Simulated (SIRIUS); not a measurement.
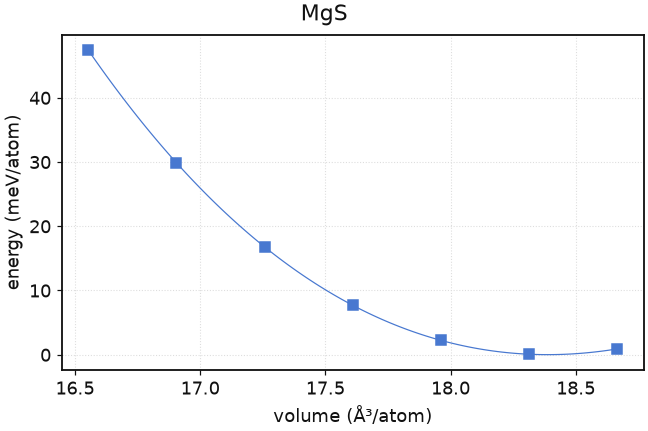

Plotted: energy against volume for MgS, space group Fm-3m (No. 225).

Starting cell:
```
S Mg
1.0
     0.00000    2.60165    2.60165
     2.60165    0.00000    2.60165
     2.60165    2.60165    0.00000
S Mg
1 1
Direct
  0.50000 0.50000 0.50000
  0.00000 0.00000 0.00000
```

How it was computed, with SIRIUS 7.12.0: plane-wave DFT, no spin polarisation; energies at scaled volumes of the given cell, shape and fractions fixed, counted from the fit's minimum, third-order Birch-Murnaghan fit. Level: RPBE.

- k mesh: 5×5×5
- occupations: Fermi–Dirac
- smearing width: 0.05 eV
- potentials: dojo sr pbe 0.4.1 standard
- wave cutoff: 1152 eV
- density cutoff: 4606 eV

From this curve and the settings, what does the calculation give for the pressure at the same points?

The pressure falls from 9.04 GPa at volume 16.55 Å³/atom to −1.03 GPa at 18.67 Å³/atom, and changes sign near 18.39 Å³/atom.

```
volume (Å³/atom)  pressure (GPa)
           16.55            9.04
           16.91            6.92
           17.26            5.01
           17.61            3.27
           17.96            1.70
           18.31            0.27
           18.67           -1.03
```
